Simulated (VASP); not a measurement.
Consider ZnO.

```
Zn O
1.0
     0.00000   -2.13377   -2.13377
     0.00000    2.13377   -2.13377
     4.19329    0.00000    0.00000
Zn O
2 2
Direct
  0.50000 0.50000 0.50000
  0.00000 0.00000 0.00000
  0.50000 0.50000 0.00000
  0.00000 0.00000 0.50000
```

Space group I4/mmm; a generated structure, not necessarily the stable one; changed on purpose from its base cell (uniaxial x strain -1.7%); computed pressure about 13 GPa in this cell.

Level of theory: Kohn-Sham DFT of a periodic cell, PBE, VASP PAW PBE potentials, recommended (VASP 6.6.1).

Q: What will maps of the valence pseudo-density and electron localisation function show?

A: Zn–O (2.10 Å): ρ is about 0.45 e/Å³ halfway; the ELF peaks at about 0.80 in the valence shell of O, 0.6 Å from its nucleus, and is about 0.20 at the midpoint: no localised pair shows between them.

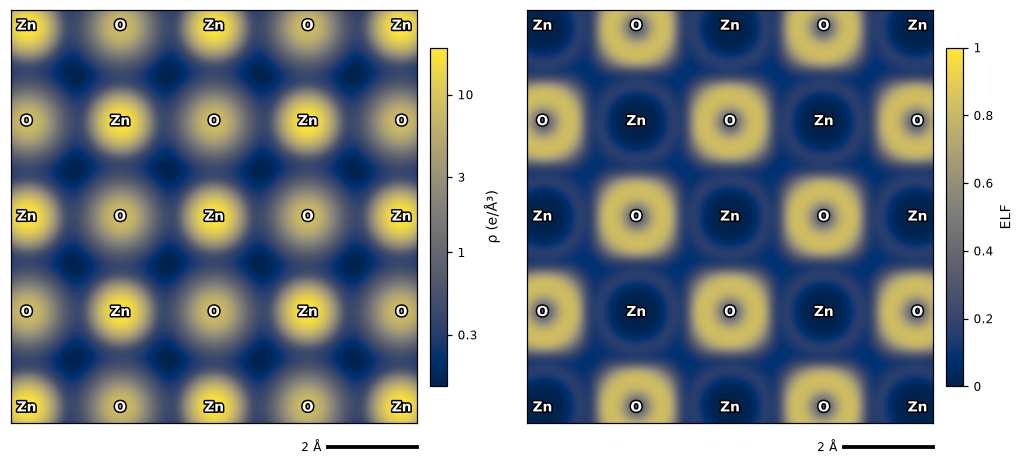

Computed valence pseudo-density and electron localisation function on the (11̄0) plane of the conventional cell, in this order. 

In a PAW calculation such maps are meaningful between the atoms, not at the nuclei.
